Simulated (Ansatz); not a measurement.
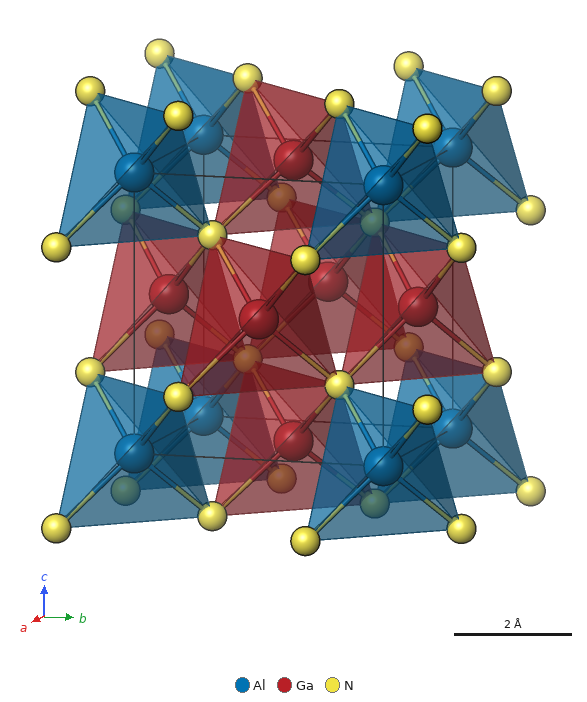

The structure as given in the input (polyhedral view of the cell of the calculation, set on other vectors, seen slightly off an axis; polyhedra are completed across the faces of the cell). An atom can appear more than once, as a periodic image.

# Single-point calculation of AlGa3N4

- system: AlGa3N4 (P222, 8 atoms in the cell)
- method: DFT PBEsol, scalar-relativistic, plane waves, PAW, no spin polarisation (Ansatz 0.2.0)

The structure derives from a Materials Project entry. It belongs to a series of runs on one base structure; here: strain +0.0937 x Voigt [1, -1, 0, 0, 0, 0], atoms carried along. Figures and captions count atoms from 1; the log counts them from 0 in places.

## The input
```yaml
crystal:
  lattice:
    - [4.8862446628, 0.0, 0.0]
    - [0.0, 4.0490111894, 0.0]
    - [0.0, 0.0, 4.4676279261]
  atoms:
    - { symbol: Al, position: [0.0, 0.0, 0.0] }
    - { symbol: Ga, position: [0.5, 0.5, 0.0] }
    - { symbol: Ga, position: [0.5, 0.0, 0.5] }
    - { symbol: Ga, position: [0.0, 0.5, 0.5] }
    - { symbol: "N", position: [0.755030922, 0.755030922, 0.244969078] }
    - { symbol: "N", position: [0.755030922, 0.244969078, 0.755030922] }
    - { symbol: "N", position: [0.244969078, 0.755030922, 0.755030922] }
    - { symbol: "N", position: [0.244969078, 0.244969078, 0.244969078] }
basis:
  ecutwfc: 420
kpoints:
  mp_grid: { grid: [6, 6, 6] }
hamiltonian:
  xc: pbesol
scf:
  occupations: { method: gaussian, width: 0.05 }
output:
  forces: true
  stress: true
  eigenvalues: true
  write_density: true
  write_potential: true
  elf: true
  volumetric_format: npy
```

Hardware: 2 threads of Intel Xeon @ 2.50GHz (Skylake/Cascade Lake), 189 GiB of memory available, shared host.

Run as:
```bash
ansatz run input.yaml --threads 2 --pin off --max-ram 5120MiB --backend cpu --events-out ev --progress --plain --runs-dir out
```

## The program's output
```
Engine: ansatz 0.2.0, x86_64-unknown-linux-gnu
Pseudopotentials: kind: paw
Pseudopotential: Al, paw, valence charge 3, recommended cutoff 420 eV (normal), Al.paw.azcp
Pseudopotential: Ga, paw, valence charge 13, recommended cutoff 420 eV (normal), Ga.paw.azcp
Pseudopotential: N, paw, valence charge 5, recommended cutoff 420 eV (normal), N.paw.azcp
Functional definition: PBEsol
  exchange = pbesol_x
  correlation = pbesol_c
Crystal: 8 atoms, lattice volume = 88.390 Å³
Basis set: ecut = 420 eV, 1723 PW (Γ), exchange–correlation on 72×60×60 points (8 copies of the dense FFT grid, shifted against one another)
Bands: 39, of which v1, the nominal top of the filled ones, is band 31 counted from 1 (30 counted from 0)
Symmetry: 4 space group operations
Space group: P222 (ITA 16), of the structure as read, at distance tolerance 4.5e-5 Å
k-points: 64 of 216 (time reversal used)
Non-local potential: Al, projectors of the file, l = 0: 2, l = 1: 2, l = 2: 1
Non-local potential: Ga, projectors of the file, l = 0: 2, l = 1: 2, l = 2: 3, l = 3: 1
Non-local potential: N, projectors of the file, l = 0: 2, l = 1: 2, l = 2: 1
PAW form: soft (Blöchl's): semilocal exchange-correlation on the pseudo side does not see the compensation charge
PAW frozen core: Al, regenerated for the run's functional, and the local potential with it (the file was generated under x = pbe(κ = 0.804, μ = 0.2195149727645171), c = pbe(β = 0.06672455060314922))
PAW frozen core: Ga, regenerated for the run's functional, and the local potential with it (the file was generated under x = pbe(κ = 0.804, μ = 0.2195149727645171), c = pbe(β = 0.06672455060314922))
PAW frozen core: N, regenerated for the run's functional, and the local potential with it (the file was generated under x = pbe(κ = 0.804, μ = 0.2195149727645171), c = pbe(β = 0.06672455060314922))
PAW one-centre angular grid: Al, 110 points (default); XC on 64 Gauss nodes
PAW one-centre angular grid: Ga, 590 points (default); XC on 64 Gauss nodes
PAW one-centre angular grid: N, 110 points (default); XC on 64 Gauss nodes
Initial density: superposition of atomic densities (neutral atoms: chi_scale 0, normalization atom), corrected by the library's trained network
Initial wavefunctions: pseudopotential atomic-orbital guess
Functional: x = pbesol(κ = 0.804, μ = 0.12345679012345678), c = pbesol(β = 0.046)
SCF iter   1: F=—  HF=-13273.825579 eV  |F-HF|=—  |Δ(HF+E_count)|=         —  Δρ=1.19e-2  dr2=1.25e-1  ethr=1.77e-3  ⟨swp⟩=6.6  Hψ=10122  notcnv=0  defer=3
preconditioner: auto → Resta (q_TF=auto, 2.572 Å⁻¹)  ε∞=4.8  [insulator: Δε(μ)=1.795 eV  Ē_g=15.968 eV  σ=0.050 eV  W_gap=1.00  n_scr=26 (ndim 8)  ℏωp=31.1 eV  f_vac=0.000  D(μ)=0.00/eV (n_scr^D=0)  ε∞_Penn≈4.8]
SCF iter   2: F=—  HF=-13273.790087 eV  |F-HF|=—  |Δ(HF+E_count)|=   3.55e-2  Δρ=1.88e-3  dr2=3.15e-3  ethr=2.01e-4  ⟨swp⟩=2.0  Hψ=3925  notcnv=0  defer=189
SCF iter   3: F=—  HF=-13273.789590 eV  |F-HF|=—  |Δ(HF+E_count)|=   4.98e-4  Δρ=9.10e-4  dr2=6.26e-4  ethr=5.07e-6  ⟨swp⟩=2.6  Hψ=3997  notcnv=0  defer=189
SCF iter   4: F=—  HF=-13273.789578 eV  |F-HF|=—  |Δ(HF+E_count)|=   1.18e-5  Δρ=2.31e-4  dr2=4.41e-5  ethr=1.01e-6  ⟨swp⟩=2.0  Hψ=3810  notcnv=0  defer=189
SCF iter   5: F=—  HF=-13273.789523 eV  |F-HF|=—  |Δ(HF+E_count)|=   5.47e-5  Δρ=1.13e-4  dr2=7.09e-6  ethr=7.11e-8  ⟨swp⟩=2.0  Hψ=4283  notcnv=0  defer=189
SCF iter   6: F=—  HF=-13273.789527 eV  |F-HF|=—  |Δ(HF+E_count)|=   3.65e-6  Δρ=1.27e-5  dr2=1.13e-7  ethr=1.14e-8  ⟨swp⟩=3.0  Hψ=4738  notcnv=0  defer=189
SCF iter   7: F=-13273.789527 eV  HF=-13273.789527 eV  |F-HF|=2.08e-9  |Δ(HF+E_count)|=   2.07e-8  Δρ=2.62e-6  dr2=3.54e-9  ethr=1.61e-10  ⟨swp⟩=12.2  Hψ=15289  notcnv=0
SCF 1 converged in 7 iterations: F = -13273.789527 eV  dr2 = 3.54e-9
  greatest PAW one-centre occupation: 0.995 electrons in one spin orbital (limit 2), on the Ga atom at site 3 (counted from 0), in its partial waves of l = 2
```

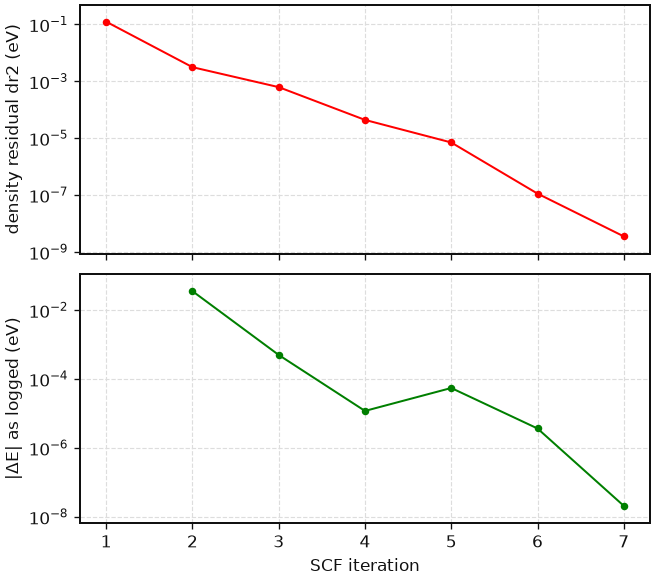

Convergence of the self-consistent field: density residual dr2 and size of the energy change against the SCF iteration. The residual falls at every step.

```
SCF converged after 7 iterations
Free energy (F): -13273.789527 eV
Harris-Foulkes:  -13273.789527 eV  (|F-HF|=2.08e-9)
Internal energy: -13273.789527 eV  (E = F + TS)
E sigma→0 (E₀):  -13273.789527 eV
Fermi energy:    10.367761 eV
--- Per-component energies (eV) ---
  E_band       = -11.737145
  E_kinetic    = 898.326631
  E_local      = -6467.474654  (includes V_loc(G=0)·N_el)
  E_nonlocal   = 1482.185980
  E_hartree    = 2959.373527
  E_xc         = -483.578115
  E_vxc        = -508.833390  (∫ρ·V_xc dr)
  E_paw        = -6805.629849  (= ΣΔE_a)
  E_vpaw       = -1334.688952  (= ΣTr[D̂ρ^β])
  E_aug_tail   = 0.000284  (compensation charges beyond the density's cutoff)
  E_ewald      = -4859.713799
  E_core_change = 2.720468  (= ΣΔE_core)
  E_smearing   = -0.000000  (= −TS)
  E_closure    = -0.000000  (closes the sum)
  Σ components = -13273.789527   (vs F -13273.789527, Δ=0.00e0)
--- Forces (eV/Å), atoms counted from 1 ---
  atom   1  Al    -0.00000000     0.00000000    -0.00000000
  atom   2  Ga     0.00000000     0.00000000    -0.00000000
  atom   3  Ga     0.00000000     0.00000000    -0.00000000
  atom   4  Ga     0.00000000     0.00000000    -0.00000000
  atom   5  N     -0.09960757     0.11701624     0.01739609
  atom   6  N     -0.09960757    -0.11701624    -0.01739609
  atom   7  N      0.09960757     0.11701624    -0.01739609
  atom   8  N      0.09960757    -0.11701624     0.01739609
  max |Σ_I F_I| component: 4.16e-17 eV/Å
--- Stress (GPa, compression-positive) ---
      -15.093617      -0.000000       0.000000
       -0.000000       9.530857       0.000000
        0.000000       0.000000       4.920559
  P = ⅓ Tr σ = -0.2141 GPa (-2.141 kbar)
--- Band table (eV; the first three rows and the last of 64) ---
  k-point 0: bands = ["-6.6668", "-5.4197", "-5.3752", "-5.3390", "-4.2418", "-4.2413", "-4.1725", "-4.1292", "-4.1131", "-4.0950", "-4.0029", "-3.9752", "-3.9557", "-3.9485", "-3.9358", "-3.8755", "-2.8839", "-2.4455", "-1.9516", "2.1241", "3.2433", "4.3772", "5.8734", "5.9144", "6.6945", "6.7242", "7.3408", "7.4199", "8.5593", "9.1939", "9.4301", "11.3055", "12.0332", "12.4724", "13.1372", "14.3138", "16.2348", "18.1083", "19.7829"]
  k-point 1: bands = ["-6.5508", "-5.4264", "-5.3768", "-5.3694", "-4.2362", "-4.2245", "-4.1627", "-4.1300", "-4.1093", "-4.0775", "-4.0361", "-3.9805", "-3.9736", "-3.9694", "-3.9342", "-3.8859", "-2.7724", "-2.7427", "-1.9624", "2.2895", "3.5993", "4.4150", "5.6452", "5.7779", "6.7724", "6.9098", "7.0406", "7.0898", "8.4347", "8.4438", "9.2232", "12.0573", "12.5761", "12.7653", "13.7406", "14.7998", "16.4122", "18.3731", "19.4739"]
  k-point 2: bands = ["-6.2376", "-5.5202", "-5.4374", "-5.3603", "-4.2129", "-4.1816", "-4.1321", "-4.1277", "-4.0983", "-4.0899", "-4.0520", "-4.0484", "-3.9933", "-3.9625", "-3.9252", "-3.9120", "-3.3301", "-2.5129", "-2.0331", "2.7207", "3.9657", "4.7319", "5.4604", "5.6228", "6.3216", "6.5148", "7.0776", "7.2180", "7.3505", "8.0751", "8.6819", "13.1928", "13.4791", "13.9105", "14.9591", "15.8500", "16.8186", "17.9875", "19.0649"]
  k-point 63: bands = ["-5.7061", "-5.5380", "-5.5190", "-5.4930", "-4.2537", "-4.2104", "-4.1685", "-4.1400", "-4.0759", "-4.0563", "-4.0292", "-3.9655", "-3.9273", "-3.9082", "-3.8743", "-2.9884", "-2.9656", "-2.9507", "-2.5195", "2.0908", "2.1273", "2.1484", "2.7311", "7.5346", "7.5530", "7.6459", "7.6806", "8.6204", "8.8855", "8.9145", "8.9812", "13.3544", "13.3795", "13.4677", "14.4573", "18.0174", "18.1352", "18.1612", "18.1845"]
```

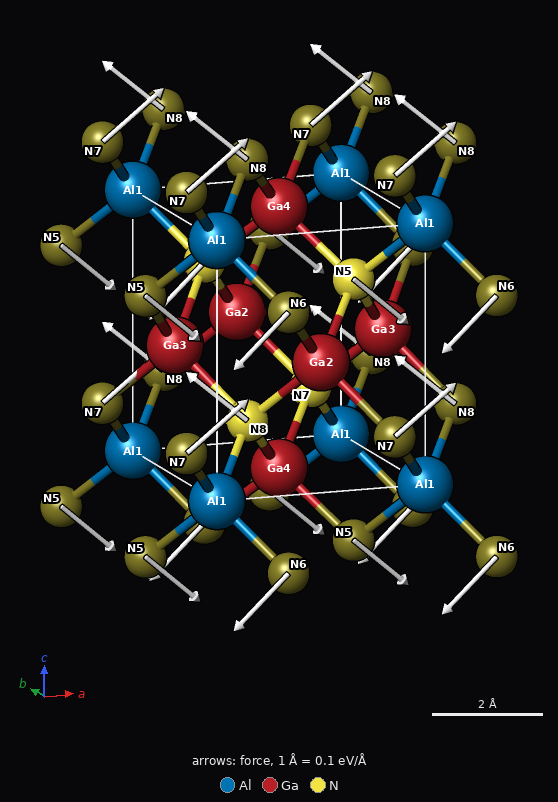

Forces on the atoms as white arrows (ball-and-stick view of the cell of the calculation, set on other vectors, seen slightly off an axis; neighbours outside the cell are drawn fainter; atoms are numbered from 1 in the order of the input). The largest act on all 4 N atoms (0.15 eV/Å). The geometry is not a stationary point of this energy.

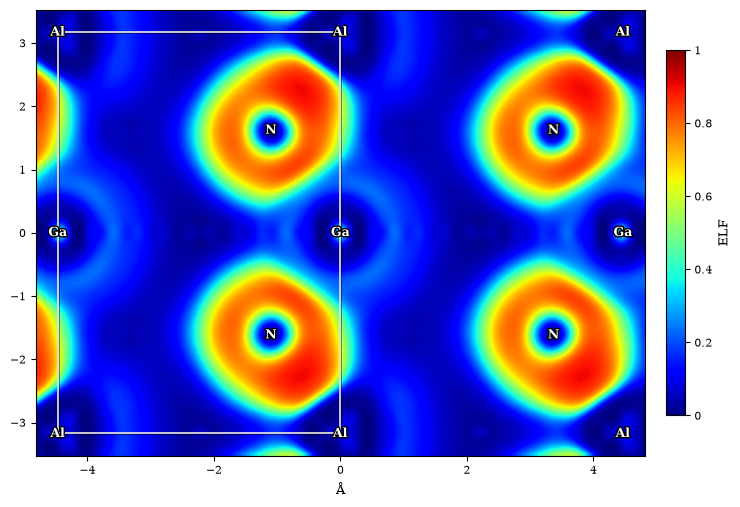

ELF on the (101) plane of the conventional cell. Atoms in the plane: Al, Ga and N. Ga–N (1.95 Å): the ELF is about 0.45 at the midpoint. The fields are those of the smooth PAW valence density.

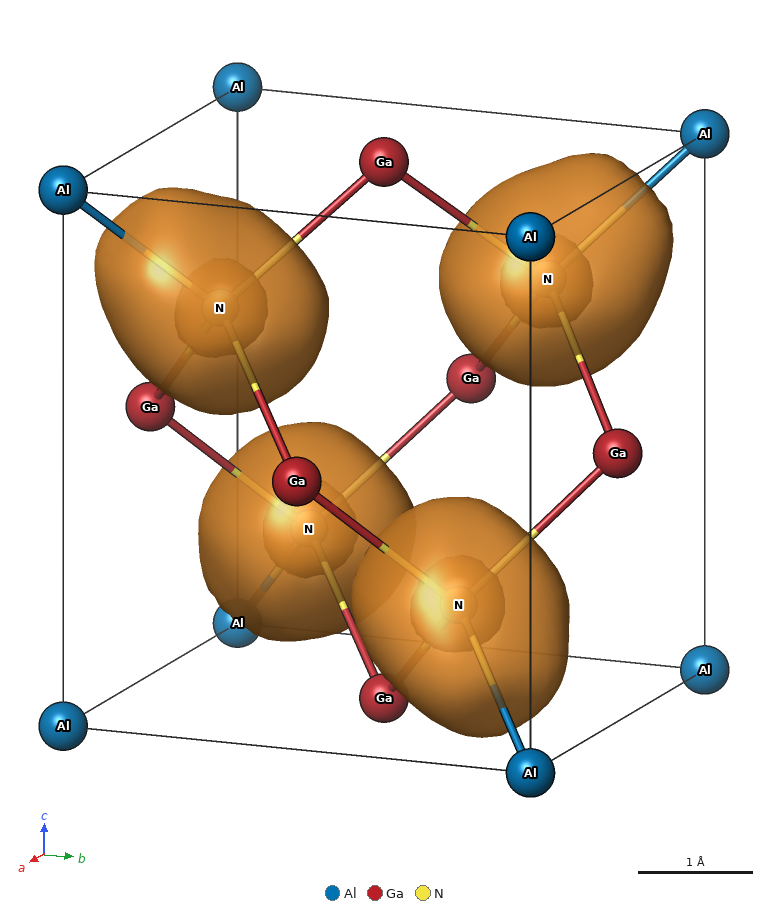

Isosurface of the ELF at 0.65 (orange), seen slightly off an axis. Core shells and regions of very low density are left out. Sticks mark near contacts. The outline is the cell set on symmetry axes. Profiles from the grid: Al–N (1.90 Å): the ELF peaks at about 0.90 between the atoms, which marks a polar covalent bond. Ga–N (1.95 Å): the ELF is about 0.45 at the midpoint.

## Summary

```json
{"quantity": "outcome", "value": "converged"}
{"quantity": "space group (tolerance 0.01 Å)", "value": "P222 (16)"}
{"quantity": "electrons treated", "value": "62"}
{"quantity": "free energy", "value": "−13273.7895 eV"}
{"quantity": "Fermi energy", "value": "10.368 eV"}
{"quantity": "gap on the k-point mesh", "value": "1.88 eV"}
{"quantity": "pressure", "value": "−0.21 GPa"}
{"quantity": "largest force (length of the vector)", "value": "0.155 eV/Å"}
{"quantity": "wall time", "value": "26 s (CPU time 50 s)"}
{"quantity": "peak memory", "value": "0.47 GiB"}
```
